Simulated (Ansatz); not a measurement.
System: Ta4C3.

The calculation's input:

```
crystal:
  lattice:
    - [1.5605887272, 0.9010063218, 10.227451145]
    - [-1.5605887272, 0.9010063218, 10.227451145]
    - [0.0, -1.8020126435, 10.227451145]
  atoms:
    - { symbol: Ta, position: [0.37344089, 0.37344089, 0.37344089] }
    - { symbol: Ta, position: [0.62447155, 0.62447155, 0.62447155] }
    - { symbol: Ta, position: [0.20982501, 0.20982501, 0.20982501] }
    - { symbol: Ta, position: [0.79443248, 0.79443248, 0.79443248] }
    - { symbol: C, position: [0.50236596, 0.50236596, 0.50236596] }
    - { symbol: C, position: [0.99570497, 0.99570497, 0.99570497] }
    - { symbol: C, position: [0.08475915, 0.08475915, 0.08475915] }
basis:
  ecutwfc: 500
kpoints:
  mp_grid: { grid: [12, 12, 12] }
hamiltonian:
  xc: r2scan
scf:
  occupations: { method: gaussian, width: 0.1 }
output:
  forces: true
  stress: true
  eigenvalues: true
  write_density: true
  write_potential: true
  elf: true
  volumetric_format: npy
relax:
  adjacent_minimum: "off"
  f_tol: 0.005
  max_steps: 80
  cell: { stress_tol: 0.05 }
```

Launched as:

```sh
ansatz run input.yaml --threads 2 --pin off --max-ram 5120MiB --backend cpu --events-out ev --progress --plain --runs-dir out
```

Below, planes, directions and counts refer to the conventional cell (a = 3.12 Å, b = 3.12 Å, c = 30.66 Å, α = 90.00°, β = 90.00°, γ = 120.00°).

The fields are those of the run's last geometry, not of the input's.

Space group R3m; a structure from a database of computed crystals, not necessarily the ambient phase.

Computed with DFT r2SCAN, scalar-relativistic, plane waves, PAW in Ansatz.

What can the converged valence pseudo-density and electron localisation function tell about the bonding?

Ta–Ta (3.12 Å): the density is about 0.24 e/Å³ at the midpoint; the ELF is about 0.25 at the midpoint: no localised pair shows between them.
The ELF has a maximum of about 0.75 in the space between the atoms, 1.8 Å from four Ta atoms, on no atom or two-centre bond.

Metal or insulator at this level of theory?

It is metallic or semimetallic at this level of theory: no gap opens.

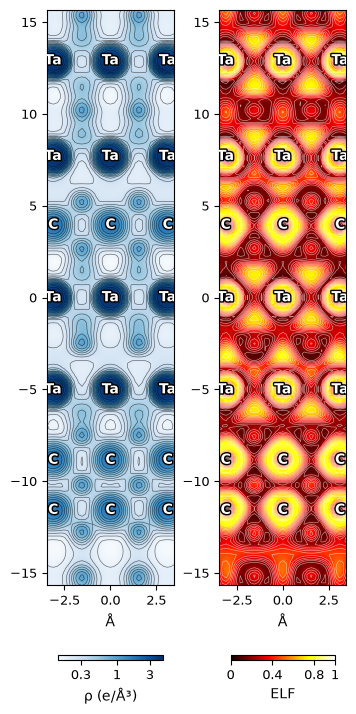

Computed valence pseudo-density and electron localisation function on the (100) plane of the conventional cell, in this order. Atoms just off the plane (Ta, 0.9 Å away and C, 0.9 Å away) can leave unmarked features too.
